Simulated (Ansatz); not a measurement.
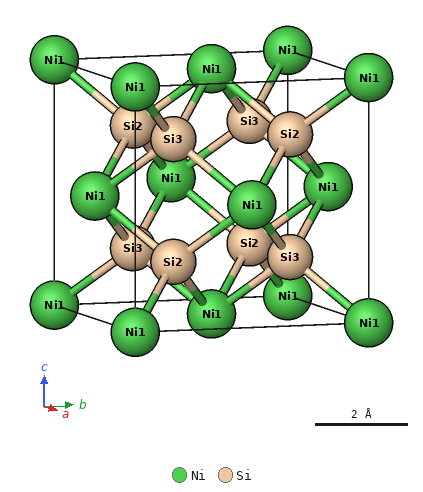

Figure 1. The structure as given in the input (ball-and-stick view of the cell 4 times as large as that of the calculation, set on its symmetry axes, seen slightly off an axis; atoms are numbered from 1 in the order of the input). An atom can appear more than once, as a periodic image. Near neighbours in the periodic cell (some may lie outside the picture): Ni has 8 Si at 2.34 Å; Si has 4 Ni at 2.34 Å.

## Two runs on NiSi$_{2}$

System: NiSi$_{2}$ (Fm-3m, 3 atoms in the cell).
Method of run 1: Kohn-Sham DFT of a periodic cell, PBE with D3(BJ), Ansatz PAW, spin-polarised (Ansatz 0.2.0).

The structure derives from an entry of the Crystallography Open Database. Text and figures count atoms from 1; the logs count them from 0 in places.

Input file, run 1:
```yaml
crystal:
  lattice:
    - [0.0, 2.703, 2.703]
    - [2.703, 0.0, 2.703]
    - [2.703, 2.703, 0.0]
  atoms:
    - { symbol: Ni, position: [0.0, 0.0, 0.0], spin: 1.0 }
    - { symbol: Si, position: [0.75, 0.75, 0.75] }
    - { symbol: Si, position: [0.25, 0.25, 0.25] }
hamiltonian:
  xc: pbe
  pseudopotentials: { kind: paw }
  dispersion: d3bj
magnetization:
  spin_polarized: true
kpoints:
  mp_grid: { grid: [9, 9, 9] }
scf:
  occupations: { method: fermi_dirac, width: 0.05 }
output:
  forces: true
  stress: true
relax:
  f_tol: 0.01
  max_steps: 40
  cell: { stress_tol: 0.05 }
```

Launched with:
```bash
ansatz run input.yaml --threads 2 --pin off --max-ram 5632MiB --backend cpu --events-out ev --progress --plain --runs-dir out
```

Hardware: 2 threads of Intel Xeon (Sapphire Rapids), 16 GiB of memory available, shared host.

Output, shortened to warnings, some set-up lines, iterations and results (run 1):
```
WARN: the starting moments were not kept: the SCF closed with an absolute magnetisation of 4.6e-7 μB, where they sum to 1 μB in size (1 site). That is at most 0.1 of that sum. Measured as dr2_m measures the in/out step, that magnetisation stands 1.8e-13 eV from none, at or under the dr2_threshold of 1.0e-7 eV: it is no larger than a step whose dr2_m would equal this threshold. The system may hold …
Basis set: ecut = 420 eV, 749 PW (Γ), exchange–correlation on 54×54×54 points (8 copies of the dense FFT grid, shifted against one another)
Symmetry: 48 space group operations
k-points: 35 of 729
Initial density: superposition of atomic densities (chi_scale 0.1, normalization cell)
[...]
SCF iter   1: F=—  HF=-7112.294182 eV  |F-HF|=—  |Δ(HF+E_count)|=         —  Δρ=6.81e-2 (↑6.81e-2 ↓3.04e-2)  dr2=1.37e0  dr2_m=5.03e-1  M=0.211 μB ∫|m|=0.638 μB  β_m=0.30  …
SCF iter   2: F=—  HF=-7112.074058 eV  |F-HF|=—  |Δ(HF+E_count)|=   2.20e-1  Δρ=5.11e-2 (↑2.39e-2 ↓5.11e-2)  dr2=1.10e0  dr2_m=3.72e-1  M=0.233 μB ∫|m|=0.475 μB  β_m=0.40  …
SCF iter   3: F=—  HF=-7113.023775 eV  |F-HF|=—  |Δ(HF+E_count)|=   9.50e-1  Δρ=3.49e-2 (↑2.41e-2 ↓3.49e-2)  dr2=5.69e-1  dr2_m=2.44e-1  M=0.206 μB ∫|m|=0.371 μB  β_m=0.34  …
SCF iter   4: F=—  HF=-7113.649460 eV  |F-HF|=—  |Δ(HF+E_count)|=   6.26e-1  Δρ=2.00e-2 (↑1.45e-2 ↓2.00e-2)  dr2=1.93e-1  dr2_m=8.78e-2  M=0.136 μB ∫|m|=0.213 μB  β_m=0.61  …
SCF iter   5: F=—  HF=-7113.657586 eV  |F-HF|=—  |Δ(HF+E_count)|=         —  Δρ=1.28e-2 (↑1.28e-2 ↓1.05e-2)  dr2=1.35e-1  dr2_m=9.48e-4  M=0.010 μB ∫|m|=0.027 μB  β_m=0.61  …
[... 36 lines ...]
SCF iter   6: F=—  HF=-7113.736065 eV  |F-HF|=—  |Δ(HF+E_count)|=  9.90e-10  Δρ=1.97e-7 (↑1.97e-7 ↓1.97e-7)  dr2=4.58e-11  dr2_m=3.01e-17  M=-0.000 μB ∫|m|=0.000 μB  β_m=0.69 …
SCF iter   7: F=—  HF=-7113.736065 eV  |F-HF|=—  |Δ(HF+E_count)|=  1.14e-10  Δρ=9.08e-8 (↑9.08e-8 ↓9.07e-8)  dr2=9.88e-12  dr2_m=2.72e-18  M=-0.000 μB ∫|m|=0.000 μB  β_m=0.85 …
SCF iter   8: F=-7113.736065 eV  HF=-7113.736065 eV  |F-HF|=1.82e-12  |Δ(HF+E_count)|=  2.36e-11  Δρ=4.38e-8 (↑4.38e-8 ↓4.38e-8)  dr2=2.28e-12  dr2_m=5.49e-19  M=-0.000 μB …
SCF 4 converged in 8 iterations: F = -7113.736065 eV  dr2 = 2.28e-12
relax step   4: F+E_penalty+E_count = -7113.73606475 eV  Δ(F+E_penalty+E_count) = +1.181e-4 eV  max|allowed force component| = 1.010e-16 eV/Å  Δτ_max = 0.0000 Å  P = +0.014 …
basis re-selected at this cell: Δ(F+E_penalty+E_count) = +1.181e-4 eV, ΔP = -0.001 GPa vs the last step (what re-selecting the basis moved, of the pressure what is left beyond the Pulay correction that the steps carried, after the strain that the cell walked since its last selection, with what the …
SCF converged after 8 iterations
Magnetization: -0.0000 μB (13.0000 up, 13.0000 down)
Absolute magnetization: 0.0000 μB (∫|ρ↑−ρ↓|, with the PAW one-centre terms)
Spin contamination: 0.0000 ħ² per cell (⟨S²⟩ above its minimum at these occupations)
Per-site moments (μB) at R_I (Å): [(6.491322358556536e-11, 0.9619507719893206), (-1.0784563481765407e-10, 0.9619507719893206), (-1.0784565843132156e-10, 0.9619507719893208)]
Free energy (F): -7113.736065 eV
Harris-Foulkes:  -7113.736065 eV  (|F-HF|=1.82e-12)
Internal energy: -7113.727808 eV  (E = F + TS)
E sigma→0 (E₀):  -7113.731937 eV
Entropy (-TS):   -0.008256 eV (-2.752 meV/atom)
Fermi energy:    13.519814 eV
--- Per-component energies (eV) ---
  E_band       = -340.322936
  E_kinetic    = 371.481392
  E_local      = -4890.953009  (includes V_loc(G=0)·N_el)
  E_nonlocal   = 679.502057
  E_hartree    = 2116.015903
  E_xc         = -199.803770
  E_vxc        = -209.187536  (∫ρ·V_xc dr)
  E_paw        = -2651.161640  (= ΣΔE_a)
  E_vpaw       = -523.198132  (= ΣTr[D̂ρ^β])
  E_aug_tail   = 0.000626  (compensation charges beyond the density's cutoff)
  E_ewald      = -2537.458135
  E_disp       = -1.351231  (pairwise vdW)
  E_smearing   = -0.008256  (= −TS)
  E_closure    = 0.000000  (closes the sum)
  Σ components = -7113.736065   (vs F -7113.736065, Δ=0.00e0)
--- Forces (eV/Å), atoms counted from 1 ---
  atom   1  Ni    -0.00000000     0.00000000     0.00000000
  atom   2  Si     0.00000000    -0.00000000    -0.00000000
  atom   3  Si     0.00000000     0.00000000     0.00000000
  max |Σ_I F_I| component: 3.70e-17 eV/Å
--- Stress (GPa, compression-positive) ---
        0.013540      -0.000000       0.000000
       -0.000000       0.013540       0.000000
       -0.000000      -0.000000       0.013540
  P = ⅓ Tr σ = 0.0135 GPa (0.135 kbar)
--- Relaxed structure (3 steps of the walk, 3 accepted, 1 SCFs on fresh bases) ---
  F+E_penalty+E_count = -7113.73606475 eV   max|allowed force component| = 1.010e-16 eV/Å   (the final SCF, on the basis selected at the relaxed cell)
[...]
```

The input of run 2 differs as follows (lines with − go, lines with + come):
```diff
-  xc: pbe
+  xc: pbesol
```

What does this change do to the results?

The total energies belong to different methods, so their difference says nothing on which is more stable or more accurate. The volume per atom goes from 13.02 to 12.69 Å³. The functional changes from PBE to PBEsol. The SCF takes 48 iterations over all geometry steps against 38.

Output, shortened to warnings, some set-up lines, iterations and results (run 2):
```
WARN: the starting moments were not kept: the SCF closed with an absolute magnetisation of 8.6e-7 μB, where they sum to 1 μB in size (1 site). That is at most 0.1 of that sum. Measured as dr2_m measures the in/out step, that magnetisation stands 5.8e-13 eV from none, at or under the dr2_threshold of 1.0e-7 eV: it is no larger than a step whose dr2_m would equal this threshold. The system may hold …
Basis set: ecut = 420 eV, 749 PW (Γ), exchange–correlation on 54×54×54 points (8 copies of the dense FFT grid, shifted against one another)
Symmetry: 48 space group operations
k-points: 35 of 729
Initial density: superposition of atomic densities (chi_scale 0.1, normalization cell)
[...]
SCF iter   1: F=—  HF=-7049.202846 eV  |F-HF|=—  |Δ(HF+E_count)|=         —  Δρ=7.40e-2 (↑7.40e-2 ↓3.04e-2)  dr2=1.65e0  dr2_m=5.22e-1  M=0.193 μB ∫|m|=0.640 μB  β_m=0.30  …
SCF iter   2: F=—  HF=-7048.790698 eV  |F-HF|=—  |Δ(HF+E_count)|=   4.12e-1  Δρ=5.22e-2 (↑2.38e-2 ↓5.22e-2)  dr2=1.18e0  dr2_m=3.80e-1  M=0.226 μB ∫|m|=0.470 μB  β_m=0.37  …
SCF iter   3: F=—  HF=-7049.664094 eV  |F-HF|=—  |Δ(HF+E_count)|=   8.73e-1  Δρ=3.71e-2 (↑2.42e-2 ↓3.71e-2)  dr2=6.45e-1  dr2_m=2.60e-1  M=0.204 μB ∫|m|=0.377 μB  β_m=0.30  …
SCF iter   4: F=—  HF=-7050.344938 eV  |F-HF|=—  |Δ(HF+E_count)|=   6.81e-1  Δρ=2.17e-2 (↑1.64e-2 ↓2.17e-2)  dr2=2.32e-1  dr2_m=1.05e-1  M=0.149 μB ∫|m|=0.230 μB  β_m=0.58  …
SCF iter   5: F=—  HF=-7050.406161 eV  |F-HF|=—  |Δ(HF+E_count)|=         —  Δρ=1.26e-2 (↑1.26e-2 ↓9.18e-3)  dr2=1.16e-1  dr2_m=1.73e-3  M=0.010 μB ∫|m|=0.024 μB  β_m=0.58  …
[... 48 lines ...]
SCF iter   7: F=—  HF=-7050.508331 eV  |F-HF|=—  |Δ(HF+E_count)|=  6.05e-10  Δρ=1.59e-7 (↑1.59e-7 ↓1.56e-7)  dr2=3.05e-11  dr2_m=8.07e-16  M=-0.000 μB ∫|m|=0.000 μB  β_m=0.82 …
SCF iter   8: F=—  HF=-7050.508331 eV  |F-HF|=—  |Δ(HF+E_count)|=  4.37e-11  Δρ=2.04e-8 (↑1.98e-8 ↓2.04e-8)  dr2=3.65e-13  dr2_m=3.13e-17  M=-0.000 μB ∫|m|=0.000 μB  β_m=0.91 …
SCF iter   9: F=-7050.508331 eV  HF=-7050.508331 eV  |F-HF|=1.82e-12  |Δ(HF+E_count)|=  9.09e-13  Δρ=6.03e-9 (↑6.03e-9 ↓5.64e-9)  dr2=3.82e-14  dr2_m=1.46e-17  M=-0.000 μB …
SCF 5 converged in 9 iterations: F = -7050.508331 eV  dr2 = 3.82e-14
relax step   5: F+E_penalty+E_count = -7050.50833107 eV  Δ(F+E_penalty+E_count) = +4.078e-4 eV  max|allowed force component| = 7.401e-17 eV/Å  Δτ_max = 0.0000 Å  P = -0.006 …
basis re-selected at this cell: Δ(F+E_penalty+E_count) = +4.078e-4 eV, ΔP = -0.006 GPa vs the last step (what re-selecting the basis moved, of the pressure what is left beyond the Pulay correction that the steps carried, after the strain that the cell walked since its last selection, with what the …
SCF converged after 9 iterations
Magnetization: -0.0000 μB (13.0000 up, 13.0000 down)
Absolute magnetization: 0.0000 μB (∫|ρ↑−ρ↓|, with the PAW one-centre terms)
Spin contamination: 0.0000 ħ² per cell (⟨S²⟩ above its minimum at these occupations)
Per-site moments (μB) at R_I (Å): [(-1.176187312223564e-9, 0.953953375941663), (-1.1993236878162663e-11, 0.953953375941663), (-1.1993322016178527e-11, 0.9539533759416634)]
Free energy (F): -7050.508331 eV
Harris-Foulkes:  -7050.508331 eV  (|F-HF|=1.82e-12)
Internal energy: -7050.499168 eV  (E = F + TS)
E sigma→0 (E₀):  -7050.503750 eV
Entropy (-TS):   -0.009163 eV (-3.054 meV/atom)
Fermi energy:    13.874946 eV
--- Per-component energies (eV) ---
  E_band       = -333.244066
  E_kinetic    = 373.554764
  E_local      = -4858.006922  (includes V_loc(G=0)·N_el)
  E_nonlocal   = 680.546016
  E_hartree    = 2101.093898
  E_xc         = -199.419409
  E_vxc        = -210.434834  (∫ρ·V_xc dr)
  E_paw        = -2588.589549  (= ΣΔE_a)
  E_vpaw       = -521.091393  (= ΣTr[D̂ρ^β])
  E_aug_tail   = 0.000524  (compensation charges beyond the density's cutoff)
  E_ewald      = -2558.730724
  E_disp       = -1.208178  (pairwise vdW)
  E_core_change = 0.260410  (= ΣΔE_core)
  E_smearing   = -0.009163  (= −TS)
  E_closure    = -0.000000  (closes the sum)
  Σ components = -7050.508331   (vs F -7050.508331, Δ=0.00e0)
--- Forces (eV/Å), atoms counted from 1 ---
  atom   1  Ni     0.00000000    -0.00000000     0.00000000
  atom   2  Si     0.00000000    -0.00000000     0.00000000
  atom   3  Si     0.00000000    -0.00000000     0.00000000
  max |Σ_I F_I| component: 1.11e-16 eV/Å
--- Stress (GPa, compression-positive) ---
       -0.005813      -0.000000       0.000000
       -0.000000      -0.005813      -0.000000
        0.000000      -0.000000      -0.005813
  P = ⅓ Tr σ = -0.0058 GPa (-0.058 kbar)
--- Relaxed structure (4 steps of the walk, 4 accepted, 1 SCFs on fresh bases) ---
[...]
```

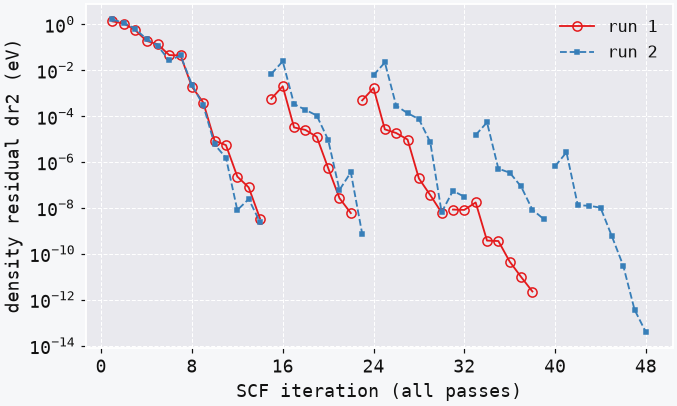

Figure 2. Convergence of the two runs: density residual dr2 against the SCF iteration. A break in a curve parts two SCF passes. Run 1 takes 38 iterations in all, and run 2 takes 48.

The two runs side by side:

```csv
quantity,run 1,run 2
outcome,converged,converged
free energy per atom (eV),−2371.2454,−2350.1694
"energy per atom, smearing taken to zero (eV)",−2371.2440,−2350.1679
net moment of the cell (μB),0.00,0.00
absolute moment of the cell (μB),0.00,0.00
pressure (GPa),0.01,−0.01
volume per atom (Å³),13.02,12.69
largest force (eV/Å),0.000,0.000
SCF iterations,38,48
irreducible k-points,35,35
wall time (shared host),6.3 s,7.5 s
```

For both runs: Warnings: some starting moments were not kept.
